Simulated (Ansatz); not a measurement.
Consider Cu.

Input

```
crystal:
  lattice:
    - [0.0, 2.7225040729, 2.7225040729]
    - [2.7225040729, 0.0, 2.7225040729]
    - [2.7225040729, 2.7225040729, 0.0]
  atoms:
    - { symbol: Cu, position: [0.125, 0.125, 0.125] }
    - { symbol: Cu, position: [0.875, 0.875, 0.875] }
hamiltonian:
  xc: rpbe
  pseudopotentials:
    kind: paw
    azcp:
      Cu: "pseudopotentials/Cu.paw.azcp"
basis:
  ecutwfc: 420
  fft_grid_basis: typed
kpoints:
  mp_grid: { grid: [11, 11, 11], shift: [0, 0, 0] }
magnetization:
  spin_polarized: false
scf:
  occupations: { method: fermi_dirac, width: 0.1 }
  lower_state_search: "off"
output:
  stress: true
  write_density: true
  write_potential: true
  elf: true
  volumetric_format: npy
```

Run with:

```sh
ansatz run input.yaml --threads 2 --pin off --max-ram 5120MiB --backend cpu --events-out ev --progress --plain --runs-dir out
```

Below, planes, directions and counts refer to the conventional cell (a = 5.45 Å, b = 5.45 Å, c = 5.45 Å, α = 90.00°, β = 90.00°, γ = 90.00°).

Space group Fd-3m; set up as Cu, diamond; a generated structure, not necessarily the stable one; changed on purpose from its base cell (volume × 1.0); computed without spin polarisation.

The calculation used DFT, RPBE, plane waves (420 eV) with PAW, scalar-relativistic (Ansatz 0.2.0).

What can the converged valence pseudo-density and electron localisation function tell about the bonding?

Cu–Cu (2.36 Å): ρ at the midpoint is about 0.37 e/Å³; the ELF is about 0.20 at the midpoint; no localised pair shows between them.

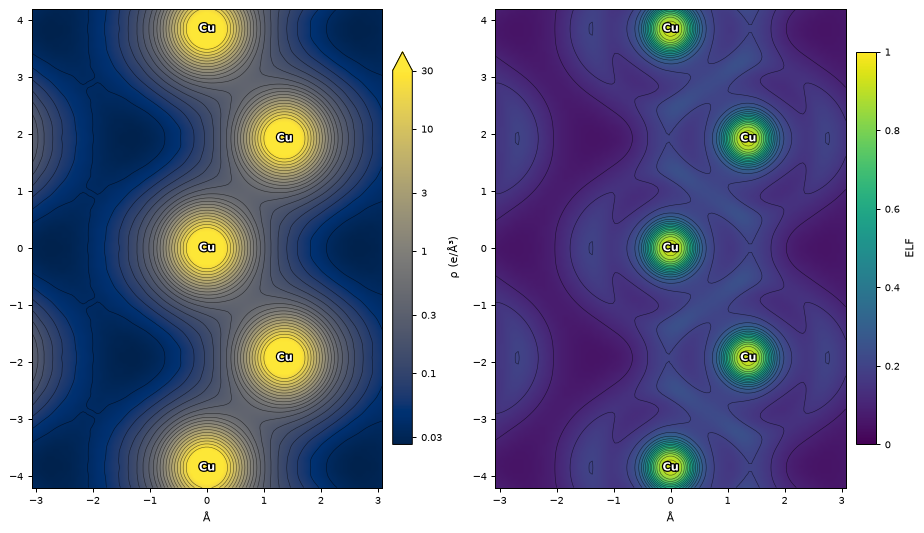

Computed valence pseudo-density and electron localisation function on the (110) plane of the conventional cell, in this order. 

The density is the valence pseudo-density of a PAW calculation; it isn't the true density close to the nuclei.
